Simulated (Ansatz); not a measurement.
**WSe2: geometry relaxation (part 2 of 3)**

The same run, continued: WSe2 (9 atoms in the cell); DFT PBEsol, scalar-relativistic, plane waves, PAW, no spin polarisation (Ansatz 0.2.0); cutoff 420 eV, 12×12×1 k-mesh, Gaussian smearing of 0.05 eV. The structure derives from a Materials Project entry. It belongs to a series of runs on one base structure; here: all atoms moved at random, sigma 0.1 A a component; relaxed back.

Geometry of the input (Å; fractional positions):
```
3.2709  0.0000  0.0000
-1.6355  2.8327  0.0000
0.0000  0.0000  29.1847
W  0.6626  0.3468  0.0031
W  0.3158  0.6348  0.7765
W  0.3339  0.6846  0.2305
Se 0.3288  0.6663  0.0558
Se 0.6718  0.3831  0.8296
Se 0.6531  0.3211  0.2764
Se 0.3868  0.6784  0.9409
Se 0.6610  0.3027  0.7161
Se 0.6528  0.3155  0.1711
```

**The program's output, continued**
```
SCF iter   1: F=—  HF=-63320.260153 eV  |F-HF|=—  |Δ(HF+E_count)|=         —  Δρ=6.58e-4  dr2=7.69e-4  ethr=5.61e-7  ⟨swp⟩=3.0  Hψ=28539  notcnv=0
preconditioner: auto → Resta (q_TF=auto, 2.437 Å⁻¹)  ε∞=4.6  [insulator: Δε(μ)=1.250 eV  Ē_g=8.778 eV  σ=0.050 eV  W_gap=1.00  n_scr=76 (ndim 8)  ℏωp=16.6 eV  f_vac=0.344  D(μ)=0.00/eV (n_scr^D=0)  ε∞_Penn≈4.6  vacuum switching on, ρ_ref=5.6e-3 e/Å³]
SCF iter   2: F=—  HF=-63320.260066 eV  |F-HF|=—  |Δ(HF+E_count)|=   8.69e-5  Δρ=3.57e-4  dr2=2.12e-4  ethr=5.57e-7  ⟨swp⟩=1.8  Hψ=6298  notcnv=0
SCF iter   3: F=—  HF=-63320.260044 eV  |F-HF|=—  |Δ(HF+E_count)|=   2.22e-5  Δρ=1.50e-4  dr2=7.45e-5  ethr=1.54e-7  ⟨swp⟩=2.0  Hψ=6717  notcnv=0
SCF iter   4: F=—  HF=-63320.260027 eV  |F-HF|=—  |Δ(HF+E_count)|=   1.74e-5  Δρ=2.02e-5  dr2=2.28e-6  ethr=5.40e-8  ⟨swp⟩=2.1  Hψ=6983  notcnv=0
SCF iter   5: F=—  HF=-63320.259777 eV  |F-HF|=—  |Δ(HF+E_count)|=   2.49e-4  Δρ=1.48e-5  dr2=1.62e-6  ethr=1.65e-9  ⟨swp⟩=2.4  Hψ=8707  notcnv=0
SCF iter   6: F=—  HF=-63320.259777 eV  |F-HF|=—  |Δ(HF+E_count)|=   1.75e-7  Δρ=5.17e-6  dr2=1.86e-7  ethr=1.18e-9  ⟨swp⟩=2.0  Hψ=6630  notcnv=0
SCF iter   7: F=—  HF=-63320.259777 eV  |F-HF|=—  |Δ(HF+E_count)|=   1.43e-8  Δρ=1.47e-6  dr2=1.33e-8  ethr=1.35e-10  ⟨swp⟩=2.0  Hψ=10417  notcnv=0
SCF iter   8: F=—  HF=-63320.259777 eV  |F-HF|=—  |Δ(HF+E_count)|=  4.87e-10  Δρ=4.83e-7  dr2=1.67e-9  ethr=9.64e-12  ⟨swp⟩=2.0  Hψ=10423  notcnv=0
SCF iter   9: F=—  HF=-63320.259777 eV  |F-HF|=—  |Δ(HF+E_count)|=  3.42e-10  Δρ=2.83e-7  dr2=1.20e-9  ethr=1.00e-12  ⟨swp⟩=10.1  Hψ=35024  notcnv=0
SCF iter  10: F=-63320.259777 eV  HF=-63320.259777 eV  |F-HF|=5.82e-11  |Δ(HF+E_count)|=  8.00e-11  Δρ=6.98e-8  dr2=3.20e-11  ethr=1.00e-12  ⟨swp⟩=6.9  Hψ=32407  notcnv=0
SCF 5 converged in 10 iterations: F = -63320.259777 eV  dr2 = 3.20e-11
relax step   5: F+E_penalty+E_count = -63320.25977721 eV  Δ(F+E_penalty+E_count) = -2.729e-4 eV  max|allowed force component| = 3.116e-3 eV/Å  Δτ_max = 0.0107 Å  P = -0.003 GPa  Ω = 271.576 Å³  energy of the carried Pulay correction = -1.547e-4 eV  (10 SCF iters, accepted)
Crystal: 9 atoms, lattice volume = 271.449 Å³
Basis set: ecut = 420 eV, 5405 PW (Γ), exchange–correlation on 48×48×400 points (8 copies of the dense FFT grid, shifted against one another)
iter 1 solved again at ethr=4.60e-7 eV; its pass at ethr=3.10e-3 eV (dr2=6.35e-4 eV) is discarded
SCF iter   1: F=—  HF=-63320.260217 eV  |F-HF|=—  |Δ(HF+E_count)|=         —  Δρ=6.80e-4  dr2=6.45e-4  ethr=4.60e-7  ⟨swp⟩=3.0  Hψ=26295  notcnv=0
preconditioner: auto → Resta (q_TF=auto, 2.437 Å⁻¹)  ε∞=4.6  [insulator: Δε(μ)=1.245 eV  Ē_g=8.780 eV  σ=0.050 eV  W_gap=1.00  n_scr=76 (ndim 8)  ℏωp=16.6 eV  f_vac=0.344  D(μ)=0.00/eV (n_scr^D=0)  ε∞_Penn≈4.6  vacuum switching on, ρ_ref=5.6e-3 e/Å³]
SCF iter   2: F=—  HF=-63320.260142 eV  |F-HF|=—  |Δ(HF+E_count)|=   7.43e-5  Δρ=3.76e-4  dr2=1.98e-4  ethr=4.60e-7  ⟨swp⟩=1.0  Hψ=6145  notcnv=0
SCF iter   3: F=—  HF=-63320.260133 eV  |F-HF|=—  |Δ(HF+E_count)|=   9.37e-6  Δρ=1.05e-4  dr2=1.80e-4  ethr=1.43e-7  ⟨swp⟩=2.1  Hψ=7879  notcnv=0
SCF iter   4: F=—  HF=-63320.260118 eV  |F-HF|=—  |Δ(HF+E_count)|=   1.51e-5  Δρ=2.21e-5  dr2=9.28e-7  ethr=1.31e-7  ⟨swp⟩=2.0  Hψ=6572  notcnv=0
SCF iter   5: F=—  HF=-63320.259864 eV  |F-HF|=—  |Δ(HF+E_count)|=   2.54e-4  Δρ=7.54e-6  dr2=4.50e-7  ethr=6.73e-10  ⟨swp⟩=2.8  Hψ=10314  notcnv=0
SCF iter   6: F=—  HF=-63320.259864 eV  |F-HF|=—  |Δ(HF+E_count)|=   5.44e-8  Δρ=2.81e-6  dr2=3.26e-8  ethr=3.26e-10  ⟨swp⟩=2.0  Hψ=7666  notcnv=0
SCF iter   7: F=—  HF=-63320.259864 eV  |F-HF|=—  |Δ(HF+E_count)|=   1.26e-9  Δρ=8.77e-7  dr2=3.52e-9  ethr=2.36e-11  ⟨swp⟩=2.5  Hψ=9773  notcnv=0
SCF iter   8: F=—  HF=-63320.259864 eV  |F-HF|=—  |Δ(HF+E_count)|=   2.16e-9  Δρ=3.78e-7  dr2=1.19e-9  ethr=2.55e-12  ⟨swp⟩=2.0  Hψ=11024  notcnv=0
SCF iter   9: F=—  HF=-63320.259864 eV  |F-HF|=—  |Δ(HF+E_count)|=  6.55e-11  Δρ=1.93e-7  dr2=4.15e-10  ethr=1.00e-12  ⟨swp⟩=2.0  Hψ=10629  notcnv=0
SCF iter  10: F=-63320.259864 eV  HF=-63320.259864 eV  |F-HF|=2.18e-11  |Δ(HF+E_count)|=  1.24e-10  Δρ=6.17e-8  dr2=3.48e-11  ethr=1.00e-12  ⟨swp⟩=9.0  Hψ=32488  notcnv=0
SCF 6 converged in 10 iterations: F = -63320.259864 eV  dr2 = 3.48e-11
relax step   6: F+E_penalty+E_count = -63320.25986378 eV  Δ(F+E_penalty+E_count) = -8.656e-5 eV  max|allowed force component| = 2.173e-3 eV/Å  Δτ_max = 0.0124 Å  P = +0.000 GPa  Ω = 271.449 Å³  energy of the carried Pulay correction = -1.379e-4 eV  (10 SCF iters, accepted)
Initial wavefunctions: pseudopotential atomic-orbital guess (no wavefunctions were taken with the density)
iter 1 solved again at ethr=1.04e-7 eV; its pass at ethr=3.10e-3 eV (dr2=1.43e-4 eV) is discarded
SCF iter   1: F=—  HF=-63320.257804 eV  |F-HF|=—  |Δ(HF+E_count)|=         —  Δρ=1.48e-4  dr2=1.37e-6  ethr=1.04e-7  ⟨swp⟩=4.7  Hψ=41736  notcnv=0
preconditioner: auto → Resta (q_TF=auto, 2.437 Å⁻¹)  ε∞=4.6  [insulator: Δε(μ)=1.245 eV  Ē_g=8.775 eV  σ=0.050 eV  W_gap=1.00  n_scr=76 (ndim 8)  ℏωp=16.6 eV  f_vac=0.344  D(μ)=0.00/eV (n_scr^D=0)  ε∞_Penn≈4.6  vacuum switching on, ρ_ref=5.6e-3 e/Å³]
SCF iter   2: F=—  HF=-63320.259095 eV  |F-HF|=—  |Δ(HF+E_count)|=   1.29e-3  Δρ=7.46e-5  dr2=3.48e-7  ethr=9.95e-10  ⟨swp⟩=3.9  Hψ=14493  notcnv=0
SCF iter   3: F=—  HF=-63320.259978 eV  |F-HF|=—  |Δ(HF+E_count)|=   8.84e-4  Δρ=8.32e-6  dr2=1.36e-7  ethr=2.52e-10  ⟨swp⟩=3.3  Hψ=10097  notcnv=0
SCF iter   4: F=—  HF=-63320.259999 eV  |F-HF|=—  |Δ(HF+E_count)|=   2.06e-5  Δρ=2.13e-6  dr2=1.81e-8  ethr=9.84e-11  ⟨swp⟩=3.0  Hψ=8433  notcnv=0
SCF iter   5: F=—  HF=-63320.260001 eV  |F-HF|=—  |Δ(HF+E_count)|=   2.09e-6  Δρ=5.71e-7  dr2=4.77e-10  ethr=1.31e-11  ⟨swp⟩=2.6  Hψ=8058  notcnv=0
iter 6 met the thresholds in force, and the SCF goes on: an eigenvalue changes by 1.07 meV, over its tolerance of 1.06 meV (output.eigenvalues, Limitations)
SCF iter   6: F=-63320.260001 eV  HF=-63320.260001 eV  |F-HF|=1.91e-8  |Δ(HF+E_count)|=   2.19e-7  Δρ=2.07e-7  dr2=1.70e-10  ethr=1.00e-12  ⟨swp⟩=11.6  Hψ=38173  notcnv=0
SCF iter   7: F=-63320.260001 eV  HF=-63320.260001 eV  |F-HF|=6.55e-11  |Δ(HF+E_count)|=   1.93e-8  Δρ=6.71e-8  dr2=3.23e-11  ethr=1.00e-12  ⟨swp⟩=7.4  Hψ=32879  notcnv=0
SCF 7 converged in 7 iterations: F = -63320.260001 eV  dr2 = 3.23e-11
relax step   7: F+E_penalty+E_count = -63320.26000118 eV  Δ(F+E_penalty+E_count) = -1.374e-4 eV  max|allowed force component| = 2.176e-3 eV/Å  Δτ_max = 0.0000 Å  P = -0.000 GPa  Ω = 271.449 Å³  stress off target by 5.50e-3 GPa  SCF on the basis re-selected at this cell (its energy is not comparable with the rows above)  (7 SCF iters)
```

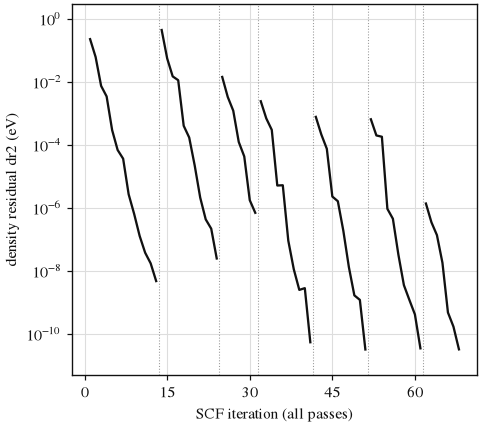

Fig. 1: Convergence of the self-consistent field: density residual dr2 against the SCF iteration. The dotted lines part the SCF passes of the relaxation: geometry steps, rejected trials and re-solves on a re-selected basis. The 7 passes take 7 to 13 iterations each, 68 in all.

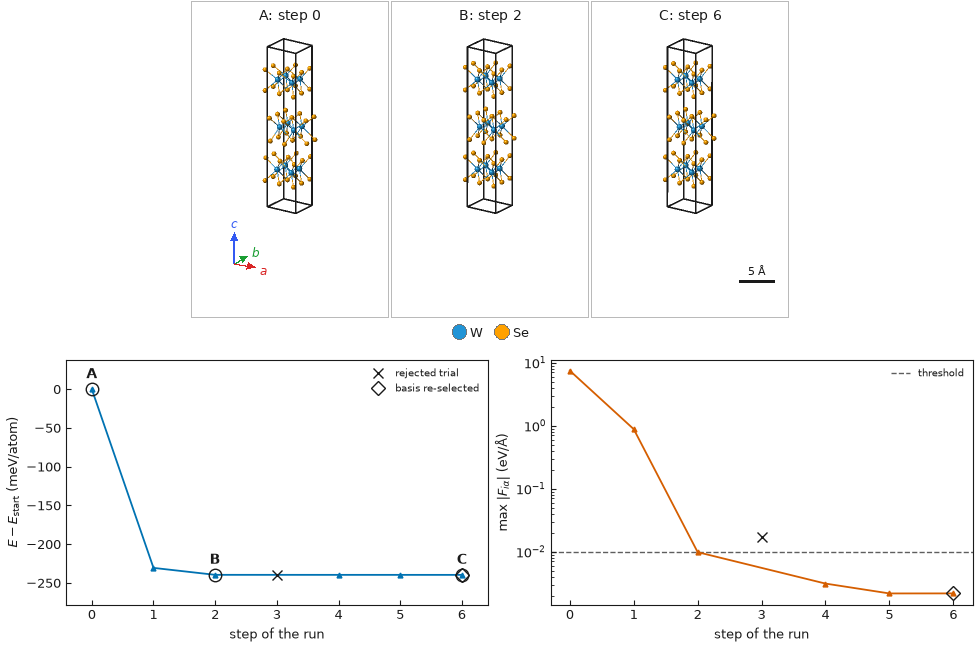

Fig. 2: Frames of the relaxation (ball-and-stick view of the 2 × 2 repeat of the cell, with the vacuum cut short, with bonded neighbours outside it, seen slightly off an axis) above the curves, on which the letters mark them (the first geometry is step 0 here and step 1 in the log).

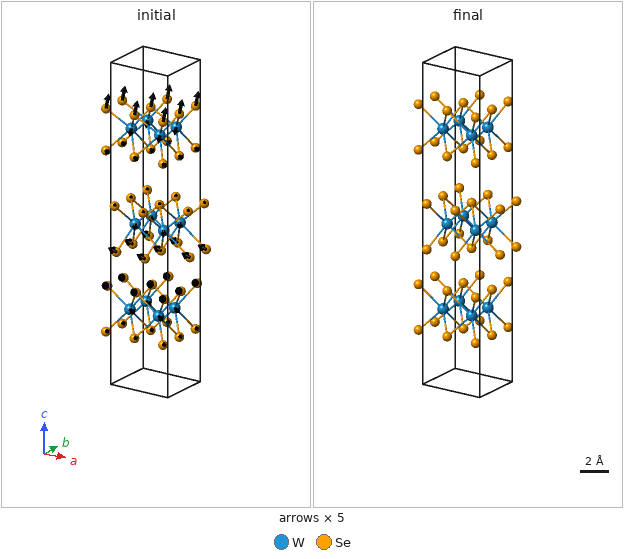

Fig. 3: Before (left) and after (right) the relaxation, at one scale (ball-and-stick view of the 2 × 2 repeat of the cell, with the vacuum cut short, with bonded neighbours outside it, seen slightly off an axis). The black arrows give the displacements (without the part carried along by the change of the cell), magnified 5 times. Se6 moves most relative to the cell: 0.22 Å. Largest moves by element: Se 0.22 Å, W 0.12 Å. In the plane the drawn cell goes a 6.542 → 6.542 Å (0.0 %), b 6.542 → 6.541 Å (0.0 %). Distances before and after: W3–Se6 2.245 → 2.522 Å, W1–Se7 2.740 → 2.524 Å, W2–Se5 2.322 → 2.524 Å, W1–Se4 2.407 → 2.524 Å. Among the angles that change: Se6–W3–Se6 90.8° → 80.8°, W3–Se6–W3 90.7° → 80.8°, W3–Se6–W3 88.2° → 80.8°. The space group stays P1 (No. 1). The energy falls by 240 meV per atom in 5 geometry steps. Largest force component: 7.5 eV/Å at the start, 0.0022 eV/Å at the end. The line search rejected the trial step at point 3 (counted from 0) and went back. A last SCF at the same geometry on a re-selected plane-wave basis shifts the energy by next to nothing (0.0 meV per atom). (Atoms are counted from 1 in the order of the input.)

```
basis re-selected at this cell: Δ(F+E_penalty+E_count) = -1.374e-4 eV, ΔP = -0.001 GPa vs the last step (what re-selecting the basis moved, of the pressure what is left beyond the Pulay correction that the steps carried, after the strain that the cell walked since its last selection, with what the two solves' SCF thresholds leave and, on support functions, any second-order correction that the steps lacked; it is no measure of the basis error at this ecutwfc). This SCF's stress stands 5.50e-3 GPa from its target on what of the cell is left free (relax.cell.stress_tol is 1.00e-1 GPa) and its largest allowed force component is 2.18e-3 eV/Å (relax.f_tol is 1.00e-2 eV/Å): within both
WARN: The output density's exchange-correlation potential varies sharply where the density is thin. Do not read a vacuum level from v_tot or v_xc, or from such a field of the output density. On a cell that repeats whose density bears no net charge and no dipole along the vacuum's axis use v_es (v_loc + v_h of the components); under efield.dipole_correction with no amplitude use v_es + v_field, which holds any external_charges[].barrier, or the levels of the report's work_function block, which leave it out; under a non-zero efield.amplitude the vacuum is tilted and has no level; on a cell that repeats and bears such a dipole with no correction it is tilted too, and efield.dipole_correction with no amplitude gives each side of its ramp a level where efield: is served; in a cell that repeats whose density bears a net charge (total_charge, or a fill off its count) it is curved and has none; of a slab under crystal.periodic whose density bears no net charge use v_es, which has a level on each side, short of where the two are joined; of another it falls or rises all the way out and has none; of a slab beside external_charges read slab_vacuum_level instead, which it has where they leave it neutral. The grid or the basis barely resolves most such structure, and the values can differ between equally converged runs; as a rule a tighter scf.convergence.dr2_threshold does not remove it. Where the density itself ripples (under the LDA too) a higher basis.ecutwfc lessens it. The files hold the spikes' plane waves up to the density's cutoff. Files: v_tot_of_output_density and the like, and their columns of v_z.tsv (output.write_potential); v_xc_of_output_density and the like, and their columns of v_comp_z.tsv (output.write_potential_components). Measured: with its Gaussian average of σ = 0.25 Å subtracted twice, the exchange-correlation potential is over 0.1 eV at 692 of the grid points where the equally averaged density (valence and model cores) is under 1e-3 e/Å³, and 0.658 eV at the most among them, at an averaged density of 7.7e-8 e/Å³. See output.write_potential in the manual, Limitations
SCF converged after 7 iterations
an eigenvalue changed by more than its tolerance at an iteration that met the thresholds in force, so the SCF went on 1 time: the last check found none over its tolerance
Free energy (F): -63320.260001 eV
Harris-Foulkes:  -63320.260001 eV  (|F-HF|=6.55e-11)
Internal energy: -63320.260001 eV  (E = F + TS)
E sigma→0 (E₀):  -63320.260001 eV
Fermi energy:    7.464362 eV
--- Per-component energies (eV) ---
  E_band       = -3343.874626
  E_kinetic    = 2070.200075
  E_local      = -122162.511803  (includes V_loc(G=0)·N_el)
  E_nonlocal   = -3543.135218
  E_hartree    = 60339.239830
  E_xc         = -1419.249692
  E_vxc        = -1309.203124  (∫ρ·V_xc dr)
  E_paw        = -36516.936097  (= ΣΔE_a)
  E_vpaw       = 922.298907  (= ΣTr[D̂ρ^β])
  E_aug_tail   = -0.003826  (compensation charges beyond the density's cutoff)
  E_ewald      = 37905.420652
  E_core_change = 6.716079  (= ΣΔE_core)
  E_smearing   = -0.000000  (= −TS)
  E_closure    = -0.000000  (closes the sum)
  Σ components = -63320.260001   (vs F -63320.260001, Δ=0.00e0)
--- Forces (eV/Å), atoms counted from 1 ---
  atom   1  W     -0.00003931    -0.00133440    -0.00032811
  atom   2  W      0.00005316     0.00161512    -0.00088748
  atom   3  W      0.00004097     0.00150887    -0.00028507
  atom   4  Se     0.00071397    -0.00029729    -0.00063886
  atom   5  Se     0.00079524    -0.00158956    -0.00057265
  atom   6  Se     0.00146754    -0.00136831    -0.00067106
  atom   7  Se    -0.00028217     0.00192443     0.00085215
  atom   8  Se    -0.00057372    -0.00056136     0.00136253
  atom   9  Se    -0.00217569     0.00010252     0.00116864
  max |Σ_I F_I| component: 9.11e-8 eV/Å
--- Stress (GPa, compression-positive) ---
        0.000129       0.001061       0.002261
        0.001061       0.003089      -0.001639
        0.002261      -0.001639      -0.004082
  P = ⅓ Tr σ = -0.0003 GPa (-0.003 kbar)
--- Band table (eV; the first three rows and the last of 74) ---
```
